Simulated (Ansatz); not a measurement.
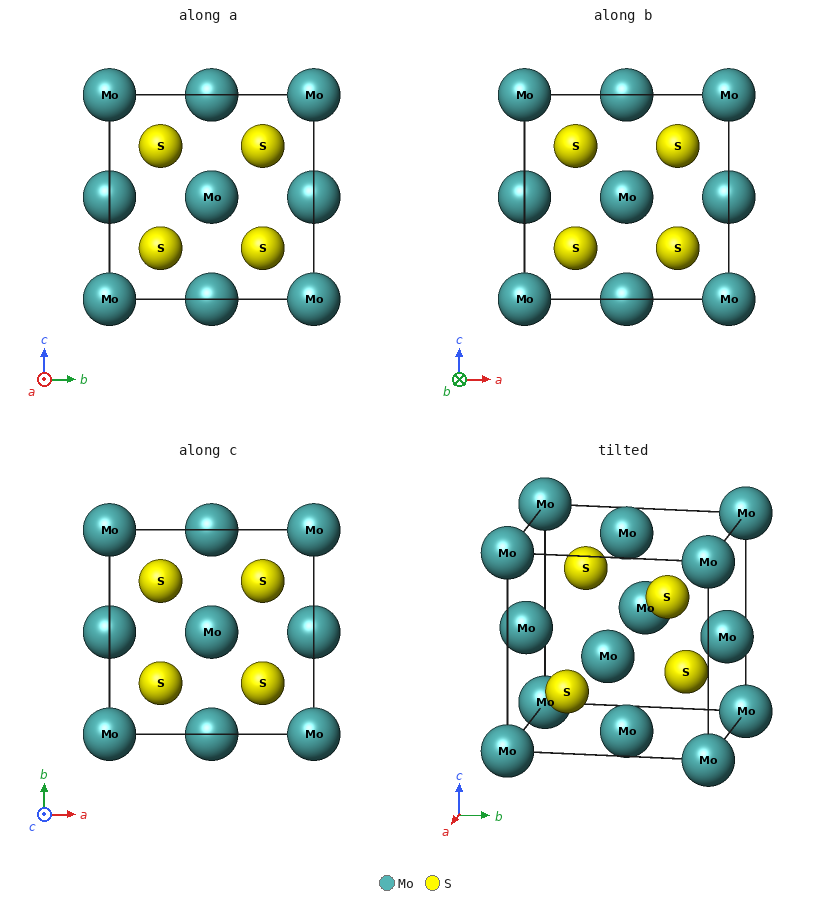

View along the a axis, along the b axis, along the c axis and slightly off an axis, drawn as a spheres-only model. The frame is the conventional unit cell; atoms at its boundary are shown with their periodic copies.

Lattice parameters: a = 5.2748 Å, b = 5.2748 Å, c = 5.2748 Å, α = 90.000°, β = 90.000°, γ = 90.000°.

Turn the picture into a CIF with its space group and independent sites.

```cif
data_structure
_symmetry_space_group_name_H-M 'F -4 3 m'
_symmetry_Int_Tables_number 216
_cell_length_a 5.2748
_cell_length_b 5.2748
_cell_length_c 5.2748
_cell_angle_alpha 90.000
_cell_angle_beta 90.000
_cell_angle_gamma 90.000
_cell_volume 146.76
loop_
_atom_site_label
_atom_site_type_symbol
_atom_site_symmetry_multiplicity
_atom_site_Wyckoff_symbol
_atom_site_fract_x
_atom_site_fract_y
_atom_site_fract_z
_atom_site_occupancy
Mo1 Mo 4 a 0.0000 0.0000 0.0000 1
S1 S 4 d 0.2500 0.2500 0.7500 1
```

Starting structure: a structure type filled with these elements by a generator (whether the compound takes this form wasn't checked). Earlier steps of the study, as a rule a relaxation of our own, may have changed the cell and positions, so they can lie some per cent off the listed ones. It was the input of a calculation with Ansatz.
